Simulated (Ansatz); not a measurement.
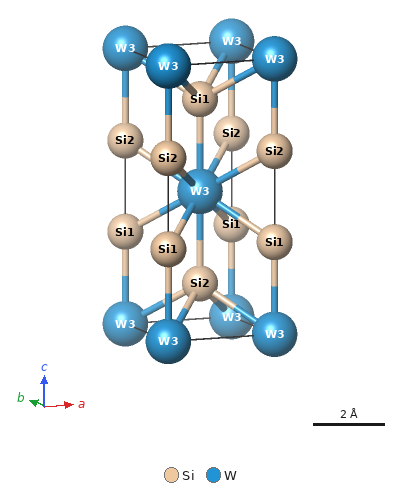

**Figure 1.** The structure as given in the input (ball-and-stick view of the cell 2 times as large as that of the calculation, set on its symmetry axes, seen slightly off an axis; atoms are numbered from 1 in the order of the input). An atom can appear more than once, as a periodic image.

# Run report: WSi$_{2}$, band-structure calculation

WSi$_{2}$ (3 atoms in the cell), computed with DFT PBE, scalar-relativistic, plane waves, PAW, no spin polarisation (Ansatz 0.2.0).

The structure derives from an entry of the Crystallography Open Database. Figures and captions count atoms from 1; the log counts them from 0 in places.

Log:
```
scf.n_extra_bands = 7 over 11 filled bands (N_el = 22.0): the run solves 18 bands
Engine: ansatz 0.2.0, aarch64-unknown-linux-gnu
Pseudopotentials: kind: paw
Pseudopotential: Si, paw, valence charge 4, recommended cutoff 420 eV (normal), Si.paw.azcp
Pseudopotential: W, paw, valence charge 14, recommended cutoff 420 eV (normal), W.paw.azcp
Functional definition: PBE
  parameter kappa = 0.804
  parameter beta = 0.06672455060314922
  exchange = pbe_x(kappa = kappa, mu = beta*pi^2/3)
  correlation = pbe_c(beta = beta)
Crystal: 3 atoms, lattice volume = 41.014 Å³
Basis set: ecut = 420 eV, 793 PW (Γ), exchange–correlation on 64×64×64 points (8 copies of the dense FFT grid, shifted against one another)
Bands: 18, of which v1, the nominal top of the filled ones, is band 11 counted from 1 (10 counted from 0)
Symmetry: 16 space group operations
Space group: I4/mmm (ITA 139), of the structure as read, at distance tolerance 3.4e-5 Å
k-points: 480 of 5832
Non-local potential: Si, projectors of the file, l = 0: 2, l = 1: 2, l = 2: 2
Non-local potential: W, projectors of the file, l = 0: 3, l = 1: 2, l = 2: 2, l = 3: 1
PAW form: soft (Blöchl's): semilocal exchange-correlation on the pseudo side does not see the compensation charge
PAW one-centre angular grid: Si, 110 points (default); XC on 64 Gauss nodes
PAW one-centre angular grid: W, 590 points (default); XC on 64 Gauss nodes
Initial density: superposition of atomic densities (neutral atoms: chi_scale 0, normalization atom), corrected by the library's trained network
Initial wavefunctions: pseudopotential atomic-orbital guess
Functional: x = pbe(κ = 0.804, μ = 0.2195149727645171), c = pbe(β = 0.06672455060314922)
SCF iter   1: F=—  HF=-11657.461220 eV  |F-HF|=—  |Δ(HF+E_count)|=         —  Δρ=3.38e-3  dr2=1.86e-3  ethr=1.77e-3  ⟨swp⟩=5.2  Hψ=48104  notcnv=0  defer=6
preconditioner: auto → Kerker (q_TF=auto, 2.459 Å⁻¹)  [metal: Δε(μ)=0.056 eV  Ē_g=9.686 eV  σ=0.100 eV  W_gap=0.31  n_scr=10 (ndim 8)  ℏωp=21.7 eV  f_vac=0.000  D(μ)=0.18/eV (n_scr^D=0)]
SCF iter   2: F=—  HF=-11657.461627 eV  |F-HF|=—  |Δ(HF+E_count)|=   4.08e-4  Δρ=1.93e-3  dr2=7.24e-4  ethr=8.45e-6  ⟨swp⟩=1.0  Hψ=12509  notcnv=0  defer=6
SCF iter   3: F=—  HF=-11657.461772 eV  |F-HF|=—  |Δ(HF+E_count)|=   1.44e-4  Δρ=2.52e-4  dr2=3.57e-5  ethr=3.29e-6  ⟨swp⟩=2.3  Hψ=10876  notcnv=0  defer=6
SCF iter   4: F=—  HF=-11657.461769 eV  |F-HF|=—  |Δ(HF+E_count)|=   2.58e-6  Δρ=9.36e-5  dr2=2.74e-6  ethr=1.62e-7  ⟨swp⟩=2.4  Hψ=10618  notcnv=0  defer=6
SCF iter   5: F=—  HF=-11657.461769 eV  |F-HF|=—  |Δ(HF+E_count)|=   2.91e-8  Δρ=1.88e-5  dr2=2.56e-7  ethr=1.24e-8  ⟨swp⟩=2.1  Hψ=10664  notcnv=0  defer=6
SCF iter   6: F=-11657.461769 eV  HF=-11657.461769 eV  |F-HF|=7.18e-9  |Δ(HF+E_count)|=   4.06e-8  Δρ=4.01e-6  dr2=1.05e-8  ethr=4.55e-10  ⟨swp⟩=11.2  Hψ=52338  notcnv=0
SCF 1 converged in 6 iterations: F = -11657.461769 eV  dr2 = 1.05e-8
  greatest PAW one-centre occupation: 1.000 electrons in one spin orbital (limit 2), on the W atom at site 2 (counted from 0), in its partial waves of l = 0
NSCF: frozen V_eff on 130 k-points
NSCF: frozen V_eff on 1470 k-points
SCF converged after 6 iterations
Free energy (F): -11657.461769 eV
Harris-Foulkes:  -11657.461769 eV  (|F-HF|=7.18e-9)
Internal energy: -11657.460867 eV  (E = F + TS)
E sigma→0 (E₀):  -11657.461318 eV
Entropy (-TS):   -0.000902 eV (-0.301 meV/atom)
Fermi energy:    16.478901 eV
--- Per-component energies (eV) ---
  E_band       = -85.618676
  E_kinetic    = 540.146687
  E_local      = -955.950227  (includes V_loc(G=0)·N_el)
  E_nonlocal   = 50.493067
  E_hartree    = 374.127894
  E_xc         = -381.517595
  E_vxc        = -338.053906  (∫ρ·V_xc dr)
  E_paw        = -9588.250266  (= ΣΔE_a)
  E_vpaw       = -130.513130  (= ΣTr[D̂ρ^β])
  E_aug_tail   = -0.000070  (compensation charges beyond the density's cutoff)
  E_ewald      = -1696.510359
  E_smearing   = -0.000902  (= −TS)
  E_closure    = 0.000000  (closes the sum)
  Σ components = -11657.461769   (vs F -11657.461769, Δ=0.00e0)
--- Forces (eV/Å), atoms counted from 1 ---
  atom   1  Si    -0.00000000    -0.00000000     0.00141337
  atom   2  Si    -0.00000000    -0.00000000    -0.00141337
  atom   3  W     -0.00000000     0.00000000     0.00000000
  max |Σ_I F_I| component: 6.94e-17 eV/Å
--- Stress (GPa, compression-positive) ---
        0.004544       0.000000      -0.000000
        0.000000       0.004544       0.000000
       -0.000000       0.000000       0.016056
  P = ⅓ Tr σ = 0.0084 GPa (0.084 kbar)
--- Band table (eV; the first three rows and the last of 480) ---
  k-point 0: bands = ["-57.3334", "-21.6225", "-21.6040", "-21.6040", "2.5198", "9.7194", "12.7226", "13.2251", "13.6699", "13.6699", "17.0801", "19.1339", "19.4581", "19.5179", "19.5179", "21.0235", "22.0758", "22.0758"]
  k-point 1: bands = ["-57.3330", "-21.6213", "-21.6101", "-21.6094", "2.6188", "9.8097", "12.3831", "13.2454", "13.4138", "14.0267", "16.5749", "18.9845", "19.5919", "19.6110", "19.7542", "21.0227", "22.1702", "22.3726"]
  k-point 2: bands = ["-57.3318", "-21.6273", "-21.6247", "-21.6180", "2.9114", "10.0653", "11.8711", "12.8007", "13.3106", "14.5262", "15.4810", "18.7806", "19.7859", "19.8136", "20.3365", "20.9105", "22.6061", "23.0222"]
  k-point 479: bands = ["-57.3333", "-21.6384", "-21.6052", "-21.6052", "4.7530", "5.5498", "12.7170", "13.9350", "15.6344", "15.6344", "15.9849", "15.9849", "17.2526", "20.9206", "21.2004", "22.6095", "24.3039", "25.1049"]
--- Löwdin populations: 3 sites ---
  site symbol       q [e]
     0     Si      3.9343
     1     Si      3.9343
     2      W     13.8950
  spilling = 0.010746 (of n_electrons = 22.000000)
--- Bader charges: 3 sites ---
  site symbol  charge [e]  shift [e]
     0     Si     -0.0522     0.0029
     1     Si     -0.0522     0.0029
     2      W      0.1043     0.0057
  estimated error of the sums over rays = 5.5e-4 e
```

File populations.tsv:
```
# site	symbol	l	j	q
# orbitals = lowdin
# n_electrons = 22.000000
# spilling = 0.010746
0	Si	0_3S	-	1.196832
0	Si	1_3P	-	2.737460
1	Si	0_3S	-	1.196832
1	Si	1_3P	-	2.737460
2	W	0_5S	-	1.944230
2	W	0_6S	-	0.519406
2	W	1_5P	-	5.985602
2	W	2_5D	-	5.445774
```

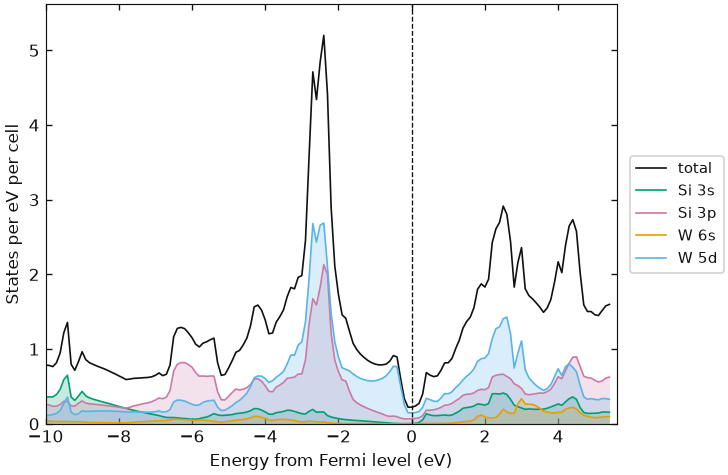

**Figure 2.** Density of states (projected on Löwdin-orthogonalised atomic shells), with energies from the Fermi level. There are states at the Fermi level: a metal at this level of theory.

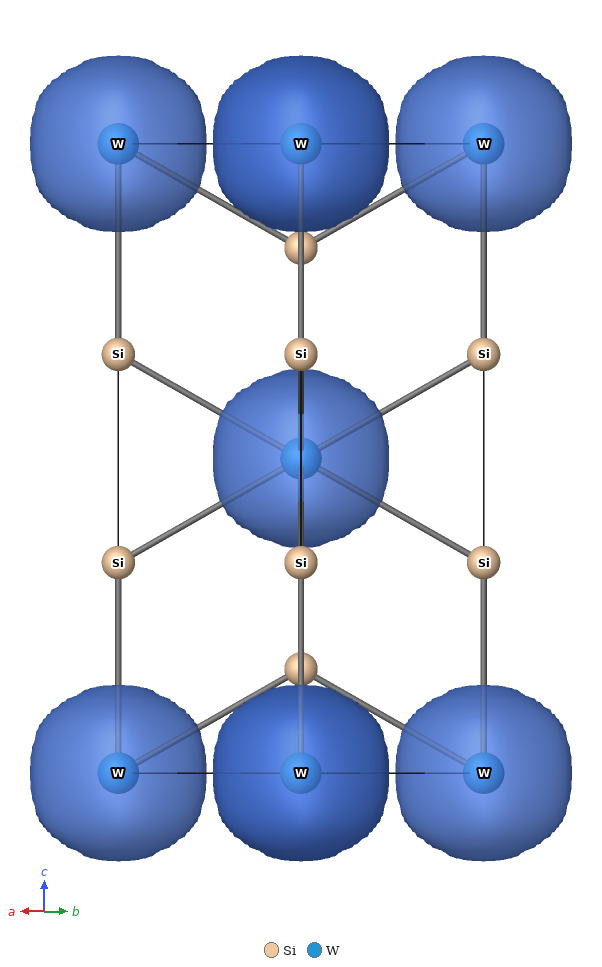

**Figure 3.** Isosurface of the valence pseudo-density at 0.5 e/Å³ (blue), seen along [110]. Sticks mark near contacts. The outline is the cell set on symmetry axes. At this value the density breaks into separate islands; it holds about 50 % of the electrons treated as valence (semicore included). It is pinched off along the Si–W (2.63 Å) contacts. On the grid the lowest density along these lines, outside the cores, is 0.41 e/Å³ (Si–W, 2.63 Å). The fields are those of the smooth PAW valence density.

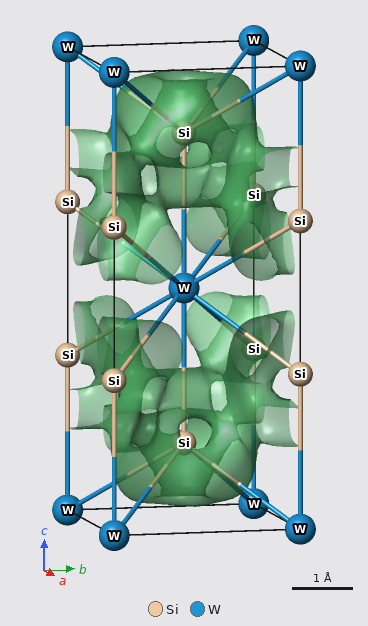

**Figure 4.** Isosurface of the electron localisation function at 0.55 (green), seen slightly off an axis. Core shells and regions of very low density are left out. Sticks mark near contacts. The outline is the cell set on symmetry axes. Along the contacts the grid gives the following. Si–W (2.63 Å): the ELF is about 0.45 at the midpoint.

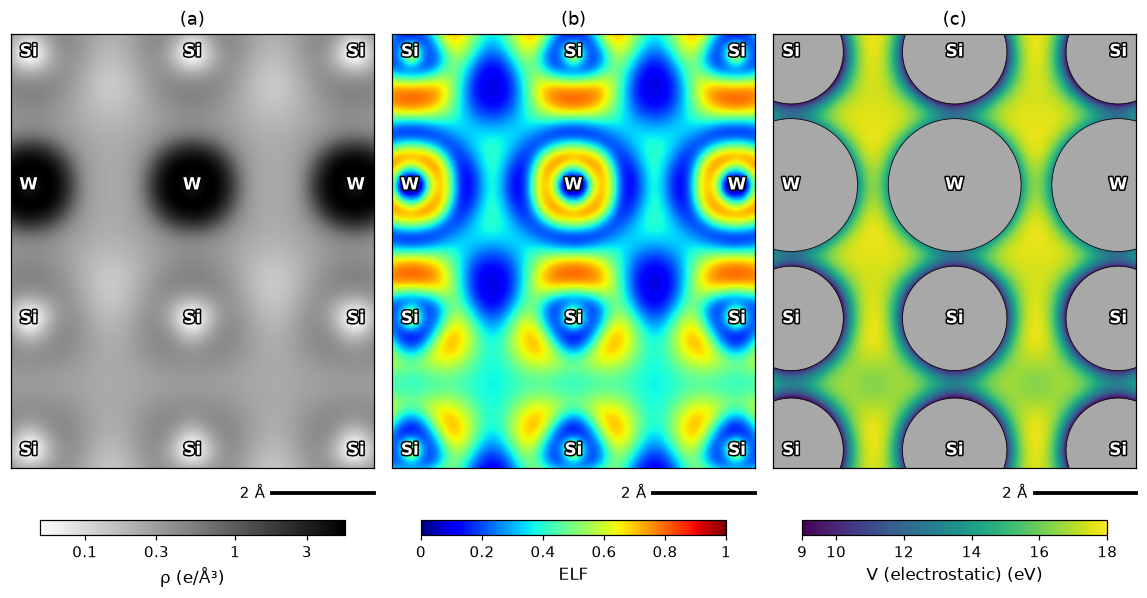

**Figure 5.** (a) valence electron density; (b) ELF; (c) electrostatic potential (local pseudopotential plus Hartree) felt by an electron on the (010) plane of the conventional cell. Grey discs, where drawn, cover atomic cores. The section cuts through Si and W sites. Si–W (2.63 Å): ρ at the midpoint is about 0.41 e/Å³; the ELF is about 0.45 at the midpoint. Away from the nuclei the density in this plane falls to 0.14 e/Å³ at its lowest. The strong features right at W lie inside the PAW spheres (semicore, d or f shells) and say nothing about bonding. Outside the cores the potential energy rises away from the atoms and is highest about 1.6 Å from the nearest atoms; outside the discs it spans about 8 eV, and its zero is arbitrary.

This output came from the following input.

Input file:
```yaml
crystal:
  lattice:
    - [-1.6145299057, 1.6145299057, 3.9335489526]
    - [1.6145299057, -1.6145299057, 3.9335489526]
    - [1.6145299057, 1.6145299057, -3.9335489526]
  atoms:
    - { symbol: Si, position: [0.3345578117, 0.3345578117, 0.0] }
    - { symbol: Si, position: [0.6654421883, 0.6654421883, 0.0] }
    - { symbol: W, position: [0.0, 0.0, 0.0] }
basis:
  ecutwfc: 420
kpoints:
  mp_grid: { grid: [18, 18, 18] }
  band_path:
    path:
      - [[0.0, 0.0, 0.0], [0.0, 0.0, 0.5], [0.25, 0.25, 0.25], [0.0, 0.5, 0.0], [0.0, 0.0, 0.0], [0.5, 0.5, -0.5], [0.29211755, 0.70788245, -0.29211755]]
      - [[-0.29211755, 0.29211755, 0.29211755], [0.0, 0.0, 0.0]]
      - [[0.0, 0.0, 0.5], [-0.0842351, 0.0842351, 0.5]]
      - [[0.5, 0.5, -0.0842351], [0.5, 0.5, -0.5]]
    npoints: 14
hamiltonian:
  xc: pbe
scf:
  occupations: { method: gaussian, width: 0.1 }
  n_extra_bands: 7
output:
  forces: true
  stress: true
  eigenvalues: true
  populations: true
  dos: { projected: true, de: 0.02, nscf_kmesh: { grid: [27, 27, 27] } }
  bader: true
  write_density: true
  write_potential: true
  elf: true
  volumetric_format: npy
```

Run as:
```bash
ansatz run input.yaml --threads 1 --pin off --max-ram 2560MiB --backend cpu --events-out ev --progress --plain --runs-dir out
```

Results in brief:

| quantity | value |
| --- | --- |
| outcome | converged |
| space group (tolerance 0.01 Å) | I4/mmm (139) |
| electrons treated | 22 |
| free energy | −11657.4618 eV |
| Fermi energy | 16.479 eV |
| gap on the k-point mesh | none (metallic) |
| pressure | 0.01 GPa |
| largest force (length of the vector) | 0.001 eV/Å |
| hardware | 1 thread of Arm Neoverse V1, 24 GiB of memory available, shared host |
| wall time | 95 s |
| peak memory | 0.84 GiB |

Remarks:

Spin–orbit coupling is left out, which matters for W.
